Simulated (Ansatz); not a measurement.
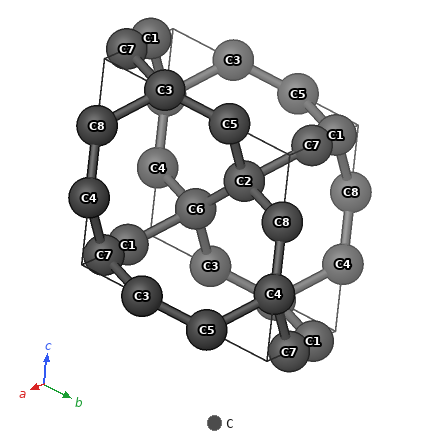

The system is C (Im-3m, No. 229; 8 atoms in the cell); the picture shows the reference structure. 
- The cell is strained homogeneously, by one strain along x and y and another along z, with fractional coordinates fixed (x, y and z along the cube axes).
- First axis: strain along x and y. Second axis: strain along z.
- The scan uses a 5 × 5 grid.
- Points are written as (first, second).
- Energies are in meV/atom, from the lowest grid point.
- Computed with DFT r2SCAN, scalar-relativistic, plane waves, PAW (Ansatz). Settings: cutoff 500 eV, k-mesh 8×8×8, gaussian smearing 0.05 eV, no spin polarisation.

Its coordinates:

```xyz
8
Lattice="-2.4291 2.4291 2.4291 2.4291 -2.4291 2.4291 2.4291 2.4291 -2.4291" Properties=species:S:1:pos:R:3 pbc="T T T"
C    -0.7906    0.7906    0.7906
C     1.6385    1.6385    1.6385
C     0.7906   -0.7906    0.7906
C     0.7906    0.7906   -0.7906
C     1.6385   -1.6385    1.6385
C     0.7906    0.7906    0.7906
C    -1.6385    1.6385    1.6385
C     1.6385    1.6385   -1.6385
```

Range: strain along x and y from −3.0 to 3.0 %; strain along z from −3.0 to 3.0 %.

Predict the map.

Answer. The lowest grid point is at (0.0 %, 0.0 %). No other kind of well shows on this grid. The highest grid point, (−3.0 %, −3.0 %), lies 64.6 meV/atom above the lowest. Round the minimum the valley is somewhat tilted: raising strain along x and y shifts the best value of strain along z downwards (coupling k₁₂/√(k₁₁k₂₂) about 0.3). The gap on the k-mesh is 3.2 eV at the lowest point and runs from 2.2 to 3.4 eV over the map.

```csv
"strain along z ↓, strain along x and y →",−3.0,−1.5,0.0,1.5,3.0
3.0,38.3,16.4,13.2,26.6,54.9
1.5,34.2,9.4,3.4,14.3,40.2
0.0,36.7,8.9,0.0,8.2,31.7
−1.5,46.6,15.5,3.7,9.2,30.1
−3.0,64.6,30.2,15.4,18.1,36.5
```

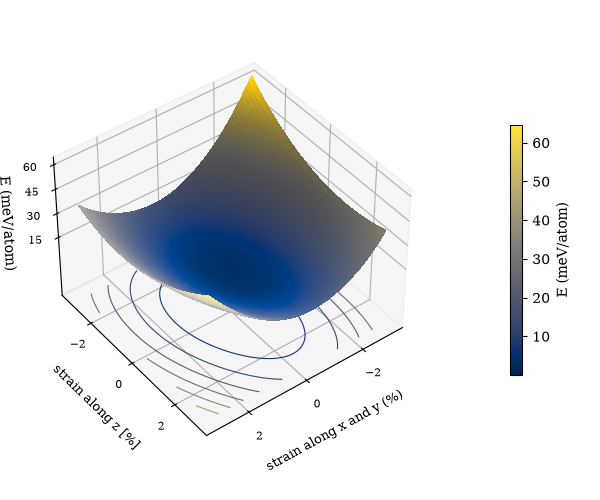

In the figure: a relief with its contours projected below. Between grid points the surface is interpolated.
